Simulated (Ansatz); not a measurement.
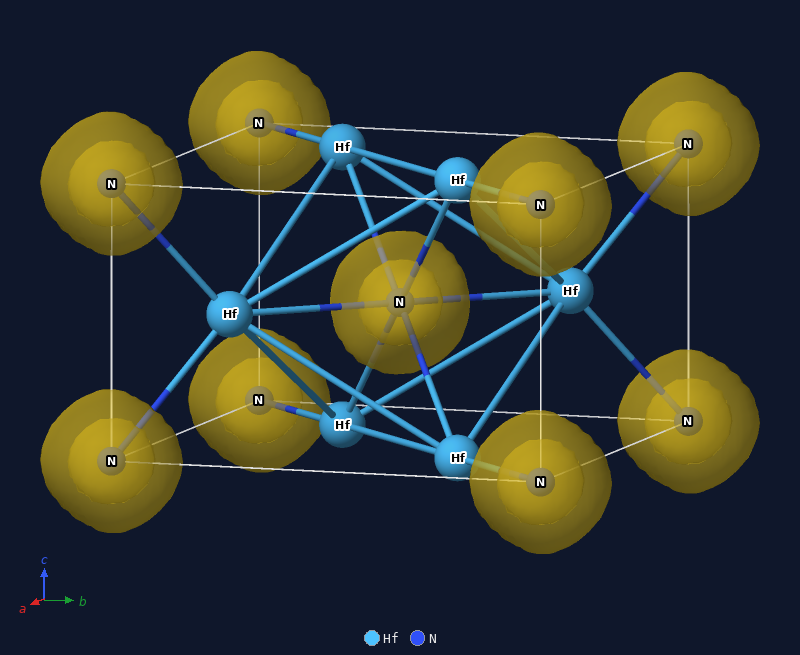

Hf₂N. Isosurface of the ELF at 0.75 (yellow), seen slightly off an axis. Core shells and regions of very low density are left out. Sticks mark near contacts.

Space group P4₂/mnm; a structure from a database of computed crystals, not necessarily the ambient phase; changed on purpose from its base cell (uniaxial strain along c, a, b and atoms relaxed: +1.0 %).

Level of theory: Ansatz, DFT r2SCAN, scalar-relativistic, plane waves, PAW.

Core electrons are frozen (PAW), and the valence fields are smoothed inside the atomic spheres.

Where are the electrons localised?

The surface consists of two regions wrapped around N (the valence shell of each), counted in one cell of 6 atoms. Any copies at cell faces, edges or corners count once. Along the contacts the grid gives the following. Hf–N (2.22 Å): the ELF peaks at about 0.80 in the valence shell of N, 0.7 Å from its nucleus, and drops to about 0.15 between the two atoms: no localised pair shows between them. Hf–Hf (3.08 Å): the ELF is about 0.10 at the midpoint: no localised pair shows between them.
